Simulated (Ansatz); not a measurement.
CoSi

Input

```
crystal:
  lattice:
    - [0.0, -4.3858255181, 0.0]
    - [0.0, 0.0, -4.3858255181]
    - [8.7716510362, 0.0, 0.0]
  atoms:
    - { symbol: Co, position: [0.8543553236, 0.8543553236, 0.0728223382] }
    - { symbol: Co, position: [0.8543553236, 0.8543553236, 0.5728223382] }
    - { symbol: Co, position: [0.1456446764, 0.3543553236, 0.1771776618] }
    - { symbol: Co, position: [0.1456446764, 0.3543553236, 0.6771776618] }
    - { symbol: Co, position: [0.6456446764, 0.1456446764, 0.3228223382] }
    - { symbol: Co, position: [0.6456446764, 0.1456446764, 0.8228223382] }
    - { symbol: Co, position: [0.3543553236, 0.6456446764, 0.4271776618] }
    - { symbol: Co, position: [0.3543553236, 0.6456446764, 0.9271776618] }
    - { symbol: Si, position: [0.15667115, 0.15667115, 0.421664425] }
    - { symbol: Si, position: [0.15667115, 0.15667115, 0.921664425] }
    - { symbol: Si, position: [0.84332885, 0.65667115, 0.328335575] }
    - { symbol: Si, position: [0.84332885, 0.65667115, 0.828335575] }
    - { symbol: Si, position: [0.34332885, 0.84332885, 0.171664425] }
    - { symbol: Si, position: [0.34332885, 0.84332885, 0.671664425] }
    - { symbol: Si, position: [0.65667115, 0.34332885, 0.078335575] }
    - { symbol: Si, position: [0.65667115, 0.34332885, 0.578335575] }
basis:
  ecutwfc: 420
kpoints:
  mp_grid: { grid: [9, 9, 5] }
hamiltonian:
  xc: pbesol
scf:
  occupations: { method: gaussian, width: 0.15 }
output:
  forces: true
  stress: true
  eigenvalues: true
  write_density: true
  write_potential: true
  elf: true
  volumetric_format: npy
```

Command:

```sh
ansatz run input.yaml --threads 2 --pin off --max-ram 5120MiB --backend cpu --events-out ev --progress --plain --runs-dir out
```

Space group P2₁3; computed without spin polarisation.

These are results of DFT PBEsol, scalar-relativistic, plane waves, PAW in Ansatz, not measurements.

The density is the valence pseudo-density of a PAW calculation; it isn't the true density close to the nuclei.

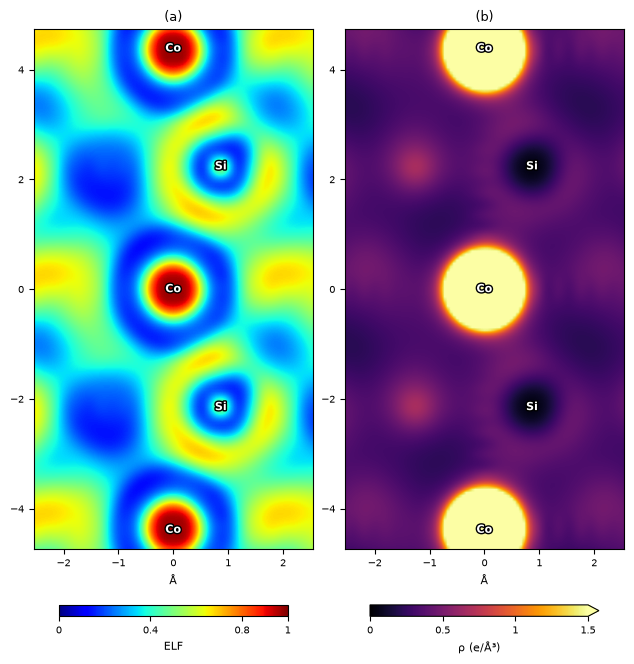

Figure 1. (a) electron localisation function; (b) valence pseudo-density on the (100) plane of the calculation cell.

### Describe what can be read from this map.

The plane passes through Co and Si nuclei.
Atoms just off the plane (Co, 0.9 Å away and Si, 0.9 Å away) can leave unmarked features too.
Co–Si (2.31 Å): ρ at the midpoint is about 0.49 e/Å³; the ELF peaks at about 0.65 in the valence shell of Si, 0.9 Å from its nucleus, and is about 0.45 at the midpoint.
Co–Si (2.40 Å): ρ is about 0.43 e/Å³ halfway; the ELF peaks at about 0.70 in the valence shell of Si, 0.9 Å from its nucleus, and is about 0.50 at the midpoint.
Between the atoms the lowest density in this plane is 0.22 e/Å³.
The features right at Co lie inside the PAW spheres, where the map follows smoothed inner orbitals and isn't to be read closely.

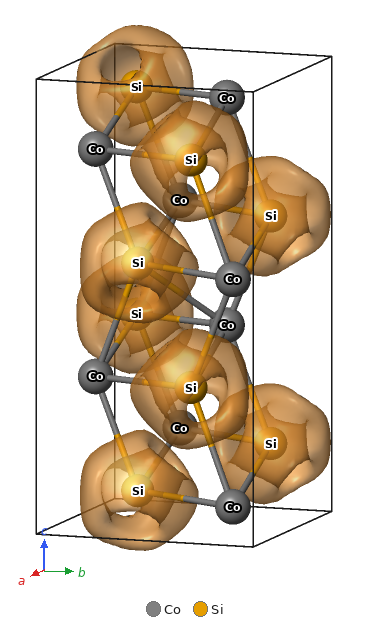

Figure 2. Isosurface of the electron localisation function at 0.55 (orange), seen slightly off an axis. Core shells and regions of very low density are left out. Sticks mark near contacts.

### Describe the localisation domains.

At this value the surface marks out eight regions wrapped around Si (the valence shell of each), counted in one cell of 16 atoms. Any copies at cell faces, edges or corners count once. Along the contacts the grid gives the following. Co–Si (2.30 Å): the ELF peaks at about 0.65 in the valence shell of Si, 0.9 Å from its nucleus, and is about 0.40 at the midpoint.

### Does the calculation make it a metal, or give it a gap?

It is gapless in this calculation (a metal or semimetal).
